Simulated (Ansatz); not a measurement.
System: GaAs, space group F-43m (No. 216) (cell built by us, not taken from a database).

Starting cell:
```xyz
2
Lattice="0.0000 2.8259 2.8259 2.8259 0.0000 2.8259 2.8259 2.8259 0.0000" Properties=species:S:1:pos:R:3 pbc="T T T"
Ga    0.0000    0.0000    0.0000
As    1.4129    1.4129    1.4129
```

Calculation (Ansatz 0.2.0): elastic stress-strain coefficients at zero temperature from small strains of the given cell, Voigt order xx yy zz yz xz xy, Cartesian axes of the cell vectors; plane waves with PAW datasets, Γ-centred k mesh. Level: r2SCAN, no spin polarisation.

wave cutoff 500 eV; k mesh 8×8×8; occupations fixed; ions relaxed; strain amplitude 0.002.

Predict the stiffness matrix in Voigt order.

All six eigenvalues of the matrix are positive (the least is 61.1 GPa), so the crystal is mechanically stable. Over all directions E runs from 88 to 144 GPa, a ratio of 1.64. E is 88 GPa along x, y and z alike, and 144 GPa along the body diagonal x + y + z. The Hill averages are K = 75 GPa and G = 48 GPa, Poisson's ratio 0.24; K/G = 1.56.

Stiffness matrix C (GPa), Voigt order:
```
       xx     yy     zz    yz    xz    xy
xx  120.2   52.6   52.6   0.0   0.0   0.0
yy   52.6  120.2   52.6   0.0   0.0   0.0
zz   52.6   52.6  120.2   0.0   0.0   0.0
yz    0.0    0.0    0.0  61.1   0.0   0.0
xz    0.0    0.0    0.0   0.0  61.1   0.0
xy    0.0    0.0    0.0   0.0   0.0  61.1
```

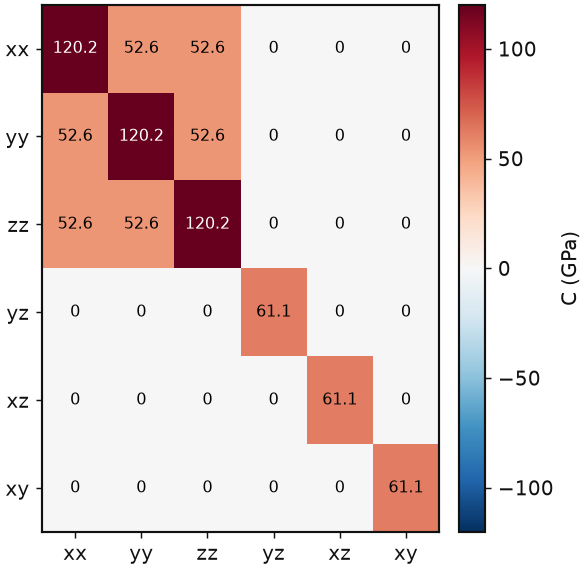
